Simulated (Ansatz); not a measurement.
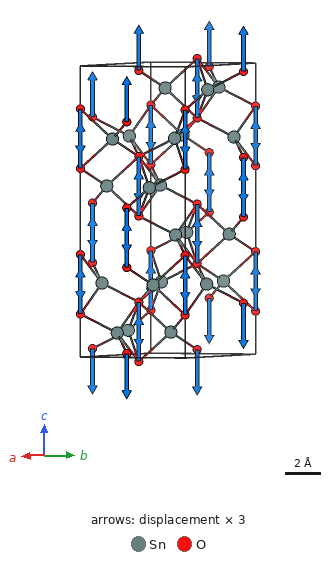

A relaxation of crystalline Sn3O2 (built on the corundum_167 type) (coarse preliminary run). The starting structure is drawn; blue arrows show the displacements (the part carried along by the change of the cell is left out), magnified 3 times.

Style: ball-and-stick. Shown: the conventional cell (3 times the calculation's cell), from a free direction. Lengths and directions refer to the drawn axes.

Case: anti-corundum type (R-3c, No. 167).

Level of theory: Ansatz 0.2.0, DFT PBE, scalar-relativistic, plane waves, PAW.

Input
```yaml
crystal:
  lattice:
    - [3.100012187, 1.7897928706, 5.6424877111]
    - [-3.100012187, 1.7897928706, 5.6424877111]
    - [0.0, -3.5795857414, 5.6424877111]
  atoms:
    - { symbol: Sn, position: [0.05625, 0.44375, 0.75] }
    - { symbol: Sn, position: [0.75, 0.05625, 0.44375] }
    - { symbol: Sn, position: [0.44375, 0.75, 0.05625] }
    - { symbol: Sn, position: [0.94375, 0.55625, 0.25] }
    - { symbol: Sn, position: [0.25, 0.94375, 0.55625] }
    - { symbol: Sn, position: [0.55625, 0.25, 0.94375] }
    - { symbol: O, position: [0.85218, 0.85218, 0.85218] }
    - { symbol: O, position: [0.64782, 0.64782, 0.64782] }
    - { symbol: O, position: [0.14782, 0.14782, 0.14782] }
    - { symbol: O, position: [0.35218, 0.35218, 0.35218] }
basis:
  ecutwfc: 420
kpoints:
  mp_grid: { grid: [3, 3, 3] }
hamiltonian:
  xc: pbe
scf:
  occupations: { method: gaussian, width: 0.1 }
  lower_state_search: "off"
output:
  forces: true
  stress: true
  eigenvalues: true
relax:
  adjacent_minimum: "off"
  f_tol: 0.04
  max_steps: 70
  cell: { stress_tol: 0.4 }
```

Command:
```bash
ansatz run input.yaml --threads 1 --pin off --max-ram 2560MiB --backend cpu --events-out ev --progress --plain --runs-dir out
```

> What did the optimiser do to the structure, and how much energy did it gain?

After 14 accepted moves (18 points after the start) the energy has fallen by 1.977 eV per cell of the calculation. The largest force component goes from 0.8 to 0.015 eV/Å. Pressure: 4.75 GPa at the start and 0.04 GPa at the end. The line search rejected the trial step at point 14 of the run. At 3 points the geometry stayed and the basis and grid were re-selected for the new cell (energy shift of 0.198 eV per cell of the calculation at most each time). The largest moves relative to the cell, 0.89 Å, are those of O7, O8, O9 and O10. O8 goes along +c. By element the largest moves are O 0.89 Å, Sn 0.15 Å. Cell: a = b 6.200 → 5.626 Å (−9.3 %), c 16.927 → 21.458 Å (+26.8 %). Volume +4.4 %. Near-neighbour distances that change, for instance: Sn1–O10 2.416 → 2.952 Å, Sn1–O7 2.568 → 2.278 Å. Bond angles that change, for instance: O9–Sn4–O10 84.7° → 69.5°, Sn4–O9–Sn5 79.6° → 90.7°. The space group stays R-3c (No. 167).
